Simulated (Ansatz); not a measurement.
Geometry relaxation of W (part 3 of 3)

The same run, continued: W (defect cell, 26 atoms in the cell); DFT PBE, scalar-relativistic, plane waves, PAW, no spin polarisation (Ansatz 0.2.0); cutoff 420 eV, 4×4×4 k-mesh, Gaussian smearing of 0.1 eV. The structure derives from an entry of the Crystallography Open Database. It belongs to a series of runs on one base structure; here: atom 1 (W) set half-way to the vacancy, atoms relaxed in the symmetry of that start.

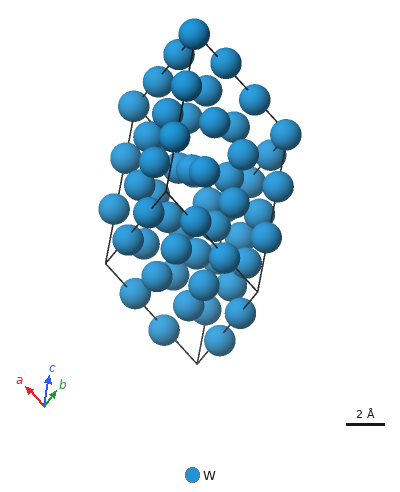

Figure 1. The geometry at step 4 of the log (spheres-only view of the cell of the calculation, seen at an oblique angle).

### Output, continued
```
  k-point 17: bands = ["-53.6044", "-53.3672", "-53.3671", "-53.2928", "-53.2522", "-53.2366", "-53.2246", "-53.2230", "-53.2179", "-53.2136", "-53.1872", "-53.1861", "-53.1825", "-53.1804", "-53.1762", "-53.1759", "-53.1747", "-53.1671", "-53.1657", "-53.1537", "-53.1311", "-53.1247", "-53.1121", "-53.1048", "-53.0709", "-53.0699", "-18.1212", "-18.0374", "-18.0098", "-18.0019", "-17.9973", "-17.9963", "-17.9850", "-17.9801", "-17.9610", "-17.9336", "-17.9261", "-17.9108", "-17.8903", "-17.8827",
      "-17.8592", "-17.8513", "-17.8385", "-17.8253", "-17.8110", "-17.7934", "-17.7505", "-17.7087", "-17.6885", "-17.6334", "-17.5938", "-17.5873", "-17.5829", "-17.5715", "-17.5618", "-17.5512", "-17.5448", "-17.5242", "-17.4964", "-17.4822", "-17.4649", "-17.4511", "-17.4456", "-17.4390", "-17.4335", "-17.4069", "-17.4006", "-17.3973", "-17.3890", "-17.3540", "-17.3529", "-17.3324", "-17.3298", "-17.3049", "-17.2883", "-17.2495", "-17.2369", "-17.2261", "-17.2204", "-17.2137",
      "-17.2074", "-17.2069", "-17.1985", "-17.1694", "-17.1693", "-17.1664", "-17.1536", "-17.1408", "-17.1403", "-17.1347", "-17.1330", "-17.1228", "-17.1161", "-17.1012", "-17.0965", "-17.0715", "-17.0619", "-17.0347", "-17.0314", "-17.0284", "-17.0283", "-16.9555", "-16.9132", "-16.9121", "13.0158", "13.0501", "14.1474", "14.1883", "14.3118", "14.3521", "15.1204", "15.5446", "15.5787", "15.5937", "15.7021", "15.7963", "15.9560", "15.9573", "16.0579", "16.0937",
      "16.1190", "16.1199", "16.1751", "16.2319", "16.3538", "16.3591", "16.4784", "16.4787", "16.5539", "16.6463", "16.9170", "17.0604", "17.0702", "17.2637", "17.2998", "17.3012", "17.3552", "17.4093", "17.5157", "17.6505", "17.7035", "17.7766", "17.8201", "17.8602", "18.0198", "18.0209", "18.0334", "18.0912", "18.1317", "18.2405", "18.2737", "18.2822", "18.3442", "18.4896", "18.5221", "18.5402", "18.6427", "18.6476", "18.6960", "18.7122",
      "18.8372", "18.9169", "18.9288", "18.9360", "18.9976", "19.4115", "19.4505", "19.4971", "19.5571", "19.6021", "19.6668", "19.7190", "19.8071", "19.8336", "19.9720", "20.0305", "20.0895", "20.2542", "20.2623", "20.4030", "20.4034", "20.4427", "20.4987", "20.6528", "20.7145", "20.7601", "20.8229", "20.8380", "20.8744", "20.9076", "20.9598", "21.0854", "21.0970", "21.1675", "21.2007", "21.2789", "21.4702", "21.4839", "21.6246", "21.7371",
      "21.8056", "21.9783", "22.0591", "22.1884", "22.3756", "22.4269", "22.5357", "22.5765", "22.5909", "22.5921", "22.6692", "22.8557", "22.8812", "23.0010", "23.1917", "23.4735", "23.5129", "23.5268", "23.5633"]
--- Relaxed structure (7 steps of the walk, 5 accepted, 0 SCFs on fresh bases) ---
  F+E_penalty+E_count = -269990.75396621 eV   max|allowed force component| = 1.993e-2 eV/Å
  atoms:
    - { symbol: W, position: [0.6666666666666665, 0.6666666666666665, 0.5] }
    - { symbol: W, position: [0.6666666666666665, 0.6666666666666665, 0.0] }
    - { symbol: W, position: [0.3094115521220906, 0.6451299351162272, 0.6893959230475076] }
    - { symbol: W, position: [0.3534784998302379, 0.6642922483201352, 0.34250621671922243] }
    - { symbol: W, position: [0.3534784998302377, 0.6642922483201353, -0.026943631536262447] }
    - { symbol: W, position: [-0.0201451664969044, 0.669041085013198, 0.6574937832807772] }
    - { symbol: W, position: [0.023921781211242832, 0.6882033982171059, 0.3106040769524922] }
    - { symbol: W, position: [-0.020145166496904288, 0.6690410850131978, 0.02694363153626228] }
    - { symbol: W, position: [0.6451299351162272, 0.3094115521220906, 0.6893959230475076] }
    - { symbol: W, position: [0.6642922483201352, 0.3534784998302379, 0.34250621671922243] }
    - { symbol: W, position: [0.6642922483201353, 0.3534784998302377, -0.026943631536262447] }
    - { symbol: W, position: [0.3107308767360257, 0.3107308767360257, 0.6827803341697398] }
    - { symbol: W, position: [0.3388925655402461, 0.3388925655402461, 0.3277741011264204] }
    - { symbol: W, position: [0.3107308767360257, 0.3107308767360257, 0.029091245691542145] }
    - { symbol: W, position: [-0.014684867950378655, 0.348018201283712, 0.6546722411359811] }
    - { symbol: W, position: [-0.014684867950378766, 0.34801820128371214, 0.34532775886401873] }
    - { symbol: W, position: [-0.011483037808963398, 0.3448163711422968, -2.7755575615628914e-17] }
    - { symbol: W, position: [0.669041085013198, -0.0201451664969044, 0.6574937832807772] }
    - { symbol: W, position: [0.6882033982171059, 0.023921781211242832, 0.3106040769524922] }
    - { symbol: W, position: [0.6690410850131978, -0.020145166496904288, 0.02694363153626228] }
    - { symbol: W, position: [0.348018201283712, -0.014684867950378655, 0.6546722411359811] }
    - { symbol: W, position: [0.34801820128371214, -0.014684867950378766, 0.34532775886401873] }
    - { symbol: W, position: [0.3448163711422968, -0.011483037808963398, -2.7755575615628914e-17] }
    - { symbol: W, position: [-0.005559232206912818, -0.005559232206912818, 0.6722258988735795] }
    - { symbol: W, position: [0.02260245659730766, 0.02260245659730766, 0.31721966583026023] }
    - { symbol: W, position: [0.02260245659730766, 0.02260245659730766, -0.02909124569154216] }
```

### Trajectory as extended XYZ (Å, eV, eV/Å), 7 frames, from step=1 to step=7
```
26
Lattice="-6.0555 0.0000 -6.0555 0.0000 -6.0555 -6.0555 -6.0555 -6.0555 0.0000" Properties=species:S:1:pos:R:3:forces:R:3 step=1 energy=-269988.84115
W    -7.0648   -7.0648   -8.0740    0.0000   0.0000   0.0000
W    -4.0370   -4.0370   -8.0740    0.0000   0.0000   0.0000
W    -6.0555   -8.0740   -6.0555    0.4349  -0.4349   1.0057
W    -4.0370   -6.0555   -6.0555   -0.7603  -0.0250  -0.9812
W    -2.0185   -4.0370   -6.0555    0.0250   0.7603  -0.9812
W    -4.0370   -8.0740   -4.0370    0.7603   0.0250   0.9812
W    -2.0185   -6.0555   -4.0370   -0.4349   0.4349  -1.0057
W     0.0000   -4.0370   -4.0370   -0.0250  -0.7603   0.9812
W    -8.0740   -6.0555   -6.0555   -0.4349   0.4349   1.0057
W    -6.0555   -4.0370   -6.0555   -0.0250  -0.7603  -0.9812
W    -4.0370   -2.0185   -6.0555    0.7603   0.0250  -0.9812
W    -6.0555   -6.0555   -4.0370   -0.1258  -0.1258   0.2990
W    -4.0370   -4.0370   -4.0370    0.0000   0.0000   0.4647
W    -2.0185   -2.0185   -4.0370    0.1258   0.1258   0.2990
W    -4.0370   -6.0555   -2.0185    0.9156  -1.0631   0.0000
W    -2.0185   -4.0370   -2.0185    1.0631  -0.9156   0.0000
W     0.0000   -2.0185   -2.0185    0.1310  -0.1310   0.0000
W    -8.0740   -4.0370   -4.0370    0.0250   0.7603   0.9812
W    -6.0555   -2.0185   -4.0370    0.4349  -0.4349  -1.0057
W    -4.0370    0.0000   -4.0370   -0.7603  -0.0250   0.9812
W    -6.0555   -4.0370   -2.0185   -1.0631   0.9156   0.0000
W    -4.0370   -2.0185   -2.0185   -0.9156   1.0631   0.0000
W    -2.0185    0.0000   -2.0185   -0.1310   0.1310   0.0000
W    -4.0370   -4.0370    0.0000    0.0000   0.0000  -0.4647
W    -2.0185   -2.0185    0.0000    0.1258   0.1258  -0.2990
W     0.0000    0.0000    0.0000   -0.1258  -0.1258  -0.2990
26
Lattice="-6.0555 0.0000 -6.0555 0.0000 -6.0555 -6.0555 -6.0555 -6.0555 0.0000" Properties=species:S:1:pos:R:3:forces:R:3 step=2 energy=-269989.64718
W    -7.0648   -7.0648   -8.0740    0.0000   0.0000   0.0000
W    -4.0370   -4.0370   -8.0740    0.0000   0.0000   0.0000
W    -6.0332   -8.0963   -5.9360    0.1910  -0.1910   1.0299
W    -4.1543   -6.0539   -6.1863    0.2491  -0.1915   0.8807
W    -2.0201   -3.9197   -6.1863    0.1915  -0.2491   0.8807
W    -3.9197   -8.0756   -3.9062   -0.2491   0.1915  -0.8807
W    -2.0408   -6.0332   -4.1565   -0.1910   0.1910  -1.0299
W     0.0016   -4.1543   -3.9062   -0.1915   0.2491  -0.8807
W    -8.0963   -6.0332   -5.9360   -0.1910   0.1910   1.0299
W    -6.0539   -4.1543   -6.1863   -0.1915   0.2491   0.8807
W    -3.9197   -2.0201   -6.1863   -0.2491   0.1915   0.8807
W    -6.0592   -6.0592   -3.9648    0.4299   0.4299   0.6224
W    -4.0370   -4.0370   -3.9818    0.0000   0.0000  -0.1170
W    -2.0148   -2.0148   -3.9648   -0.4299  -0.4299   0.6224
W    -3.8954   -6.1895   -2.0185   -0.6344   1.4456   0.0000
W    -1.8845   -4.1786   -2.0185   -1.4456   0.6344   0.0000
W     0.0272   -2.0457   -2.0185   -0.4543   0.4543   0.0000
W    -8.0756   -3.9197   -3.9062    0.1915  -0.2491  -0.8807
W    -6.0332   -2.0408   -4.1565    0.1910  -0.1910  -1.0299
W    -4.1543    0.0016   -3.9062    0.2491  -0.1915  -0.8807
W    -6.1895   -3.8954   -2.0185    1.4456  -0.6344   0.0000
W    -4.1786   -1.8845   -2.0185    0.6344  -1.4456   0.0000
W    -2.0457    0.0272   -2.0185    0.4543  -0.4543   0.0000
W    -4.0370   -4.0370   -0.0552    0.0000   0.0000   0.1170
W    -2.0148   -2.0148   -0.0722   -0.4299  -0.4299  -0.6224
W    -0.0037   -0.0037   -0.0722    0.4299   0.4299  -0.6224
26
Lattice="-6.0555 0.0000 -6.0555 0.0000 -6.0555 -6.0555 -6.0555 -6.0555 0.0000" Properties=species:S:1:pos:R:3:forces:R:3 step=3 energy=-269990.56712
W    -7.0648   -7.0648   -8.0740    0.0000   0.0000   0.0000
W    -4.0370   -4.0370   -8.0740    0.0000   0.0000   0.0000
W    -6.0370   -8.0925   -5.8184    0.0587  -0.0587  -0.1539
W    -4.1763   -6.1038   -6.1934   -0.1619   0.0038  -0.0703
W    -1.9702   -3.8977   -6.1934   -0.0038   0.1619  -0.0703
W    -3.8977   -8.0257   -3.8991    0.1619  -0.0038   0.0703
W    -2.0370   -6.0370   -4.2741   -0.0587   0.0587   0.1539
W    -0.0483   -4.1763   -3.8991    0.0038  -0.1619   0.0703
W    -8.0925   -6.0370   -5.8184   -0.0587   0.0587  -0.1539
W    -6.1038   -4.1763   -6.1934    0.0038  -0.1619  -0.0703
W    -3.8977   -1.9702   -6.1934    0.1619  -0.0038  -0.0703
W    -6.0205   -6.0205   -3.8940    0.0312   0.0312   0.4145
W    -4.0370   -4.0370   -4.1525    0.0000   0.0000  -0.0469
W    -2.0535   -2.0535   -3.8940   -0.0312  -0.0312   0.4145
W    -3.9170   -6.0371   -2.0185    0.1474  -0.1315   0.0000
W    -2.0369   -4.1570   -2.0185    0.1315  -0.1474   0.0000
W     0.0217   -2.0402   -2.0185    0.0782  -0.0782   0.0000
W    -8.0257   -3.8977   -3.8991   -0.0038   0.1619   0.0703
W    -6.0370   -2.0370   -4.2741    0.0587  -0.0587   0.1539
W    -4.1763   -0.0483   -3.8991   -0.1619   0.0038   0.0703
W    -6.0371   -3.9170   -2.0185   -0.1315   0.1474   0.0000
W    -4.1570   -2.0369   -2.0185   -0.1474   0.1315   0.0000
W    -2.0402    0.0217   -2.0185   -0.0782   0.0782   0.0000
W    -4.0370   -4.0370    0.1155    0.0000   0.0000   0.0469
W    -2.0535   -2.0535   -0.1430   -0.0312  -0.0312  -0.4145
W     0.0350    0.0350   -0.1430    0.0312   0.0312  -0.4145
26
Lattice="-6.0555 0.0000 -6.0555 0.0000 -6.0555 -6.0555 -6.0555 -6.0555 0.0000" Properties=species:S:1:pos:R:3:forces:R:3 step=4 energy=-269990.53228 accepted=F
W    -7.0648   -7.0648   -8.0740    0.0000   0.0000   0.0000
W    -4.0370   -4.0370   -8.0740    0.0000   0.0000   0.0000
W    -6.0691   -8.0604   -5.7125    0.2137  -0.2137  -0.2631
W    -4.2359   -6.1057   -6.1530    0.1035   0.1338   0.0321
W    -1.9683   -3.8381   -6.1530   -0.1338  -0.1035   0.0321
W    -3.8381   -8.0239   -3.9395   -0.1035  -0.1338  -0.0321
W    -2.0049   -6.0691   -4.3800   -0.2137   0.2137   0.2631
W    -0.0502   -4.2359   -3.9395    0.1338   0.1035  -0.0321
W    -8.0604   -6.0691   -5.7125   -0.2137   0.2137  -0.2631
W    -6.1057   -4.2359   -6.1530    0.1338   0.1035   0.0321
W    -3.8381   -1.9683   -6.1530   -0.1035  -0.1338   0.0321
W    -6.0044   -6.0044   -3.6953    0.0255   0.0255  -0.1283
W    -4.0370   -4.0370   -4.0968    0.0000   0.0000   0.1789
W    -2.0696   -2.0696   -3.6953   -0.0255  -0.0255  -0.1283
W    -3.8097   -6.1095   -2.0185   -0.7661   0.2715   0.0000
W    -1.9645   -4.2644   -2.0185   -0.2715   0.7661   0.0000
W     0.1013   -2.1198   -2.0185   -0.3756   0.3756   0.0000
W    -8.0239   -3.8381   -3.9395   -0.1338  -0.1035  -0.0321
W    -6.0691   -2.0049   -4.3800    0.2137  -0.2137   0.2631
W    -4.2359   -0.0502   -3.9395    0.1035   0.1338  -0.0321
W    -6.1095   -3.8097   -2.0185    0.2715  -0.7661   0.0000
W    -4.2644   -1.9645   -2.0185    0.7661  -0.2715   0.0000
W    -2.1198    0.1013   -2.0185    0.3756  -0.3756   0.0000
W    -4.0370   -4.0370    0.0597    0.0000   0.0000  -0.1789
W    -2.0696   -2.0696   -0.3417   -0.0255  -0.0255   0.1283
W     0.0511    0.0511   -0.3417    0.0255   0.0255   0.1283
26
Lattice="-6.0555 0.0000 -6.0555 0.0000 -6.0555 -6.0555 -6.0555 -6.0555 0.0000" Properties=species:S:1:pos:R:3:forces:R:3 step=5 energy=-269990.71679
W    -7.0648   -7.0648   -8.0740    0.0000   0.0000   0.0000
W    -4.0370   -4.0370   -8.0740    0.0000   0.0000   0.0000
W    -6.0413   -8.0882   -5.7911    0.0011  -0.0011  -0.0345
W    -4.2056   -6.1035   -6.1837   -0.0688   0.0177   0.0296
W    -1.9705   -3.8684   -6.1837   -0.0177   0.0688   0.0296
W    -3.8684   -8.0260   -3.9088    0.0688  -0.0177  -0.0296
W    -2.0327   -6.0413   -4.3014   -0.0011   0.0011   0.0345
W    -0.0480   -4.2056   -3.9088    0.0177  -0.0688  -0.0296
W    -8.0882   -6.0413   -5.7911   -0.0011   0.0011  -0.0345
W    -6.1035   -4.2056   -6.1837    0.0177  -0.0688   0.0296
W    -3.8684   -1.9705   -6.1837    0.0688  -0.0177   0.0296
W    -6.0173   -6.0173   -3.8132    0.0120   0.0120   0.2378
W    -4.0370   -4.0370   -4.1341    0.0000   0.0000  -0.0021
W    -2.0567   -2.0567   -3.8132   -0.0120  -0.0120   0.2378
W    -3.8896   -6.0560   -2.0185    0.0269  -0.0125   0.0000
W    -2.0180   -4.1844   -2.0185    0.0125  -0.0269   0.0000
W     0.0501   -2.0686   -2.0185    0.0571  -0.0571   0.0000
W    -8.0260   -3.8684   -3.9088   -0.0177   0.0688  -0.0296
W    -6.0413   -2.0327   -4.3014    0.0011  -0.0011   0.0345
W    -4.2056   -0.0480   -3.9088   -0.0688   0.0177  -0.0296
W    -6.0560   -3.8896   -2.0185   -0.0125   0.0269   0.0000
W    -4.1844   -2.0180   -2.0185   -0.0269   0.0125   0.0000
W    -2.0686    0.0501   -2.0185   -0.0571   0.0571   0.0000
W    -4.0370   -4.0370    0.0971    0.0000   0.0000   0.0021
W    -2.0567   -2.0567   -0.2238   -0.0120  -0.0120  -0.2378
W     0.0382    0.0382   -0.2238    0.0120   0.0120  -0.2378
26
Lattice="-6.0555 0.0000 -6.0555 0.0000 -6.0555 -6.0555 -6.0555 -6.0555 0.0000" Properties=species:S:1:pos:R:3:forces:R:3 step=6 energy=-269990.70121 accepted=F
W    -7.0648   -7.0648   -8.0740    0.0000   0.0000   0.0000
W    -4.0370   -4.0370   -8.0740    0.0000   0.0000   0.0000
W    -6.0633   -8.0662   -5.7635    0.1184  -0.1184  -0.0524
W    -4.2264   -6.0958   -6.1425    0.1039   0.0154  -0.0291
W    -1.9782   -3.8476   -6.1425   -0.0154  -0.1039  -0.0291
W    -3.8476   -8.0337   -3.9501   -0.1039  -0.0154   0.0291
W    -2.0107   -6.0633   -4.3290   -0.1184   0.1184   0.0524
W    -0.0403   -4.2264   -3.9501    0.0154   0.1039   0.0291
W    -8.0662   -6.0633   -5.7635   -0.1184   0.1184  -0.0524
W    -6.0958   -4.2264   -6.1425    0.0154   0.1039  -0.0291
W    -3.8476   -1.9782   -6.1425   -0.1039  -0.0154  -0.0291
W    -6.0182   -6.0182   -3.7133    0.0905   0.0905  -0.2240
W    -4.0370   -4.0370   -4.0871    0.0000   0.0000   0.0974
W    -2.0559   -2.0559   -3.7133   -0.0905  -0.0905  -0.2240
W    -3.8524   -6.0921   -2.0185   -0.2034   0.1014   0.0000
W    -1.9819   -4.2216   -2.0185   -0.1014   0.2034   0.0000
W     0.0927   -2.1112   -2.0185   -0.1528   0.1528   0.0000
W    -8.0337   -3.8476   -3.9501   -0.0154  -0.1039   0.0291
W    -6.0633   -2.0107   -4.3290    0.1184  -0.1184   0.0524
W    -4.2264   -0.0403   -3.9501    0.1039   0.0154   0.0291
W    -6.0921   -3.8524   -2.0185    0.1014  -0.2034   0.0000
W    -4.2216   -1.9819   -2.0185    0.2034  -0.1014   0.0000
W    -2.1112    0.0927   -2.0185    0.1528  -0.1528   0.0000
W    -4.0370   -4.0370    0.0501    0.0000   0.0000  -0.0974
W    -2.0559   -2.0559   -0.3238   -0.0905  -0.0905   0.2240
W     0.0374    0.0374   -0.3238    0.0905   0.0905   0.2240
26
Lattice="-6.0555 0.0000 -6.0555 0.0000 -6.0555 -6.0555 -6.0555 -6.0555 0.0000" Properties=species:S:1:pos:R:3:forces:R:3 step=7 energy=-269990.75397
W    -7.0648   -7.0648   -8.0740    0.0000   0.0000   0.0000
W    -4.0370   -4.0370   -8.0740    0.0000   0.0000   0.0000
W    -6.0483   -8.0812   -5.7802   -0.0085   0.0085  -0.0128
W    -4.2145   -6.0967   -6.1631   -0.0199  -0.0004   0.0097
W    -1.9773   -3.8595   -6.1631    0.0004   0.0199   0.0097
W    -3.8595   -8.0328   -3.9294    0.0199   0.0004  -0.0097
W    -2.0257   -6.0483   -4.3123    0.0085  -0.0085   0.0128
W    -0.0412   -4.2145   -3.9294   -0.0004  -0.0199  -0.0097
W    -8.0812   -6.0483   -5.7802    0.0085  -0.0085  -0.0128
W    -6.0967   -4.2145   -6.1631   -0.0004  -0.0199   0.0097
W    -3.8595   -1.9773   -6.1631    0.0199   0.0004   0.0097
W    -6.0162   -6.0162   -3.7633    0.0051   0.0051   0.0157
W    -4.0370   -4.0370   -4.1043    0.0000   0.0000  -0.0003
W    -2.0578   -2.0578   -3.7633   -0.0051  -0.0051   0.0157
W    -3.8754   -6.0718   -2.0185   -0.0071  -0.0124   0.0000
W    -2.0022   -4.1986   -2.0185    0.0124   0.0071   0.0000
W     0.0695   -2.0880   -2.0185   -0.0155   0.0155   0.0000
W    -8.0328   -3.8595   -3.9294    0.0004   0.0199  -0.0097
W    -6.0483   -2.0257   -4.3123   -0.0085   0.0085   0.0128
W    -4.2145   -0.0412   -3.9294   -0.0199  -0.0004  -0.0097
W    -6.0718   -3.8754   -2.0185   -0.0124  -0.0071   0.0000
W    -4.1986   -2.0022   -2.0185    0.0071   0.0124   0.0000
W    -2.0880    0.0695   -2.0185    0.0155  -0.0155   0.0000
W    -4.0370   -4.0370    0.0673    0.0000   0.0000   0.0003
W    -2.0578   -2.0578   -0.2737   -0.0051  -0.0051  -0.0157
W     0.0393    0.0393   -0.2737    0.0051   0.0051  -0.0157
```
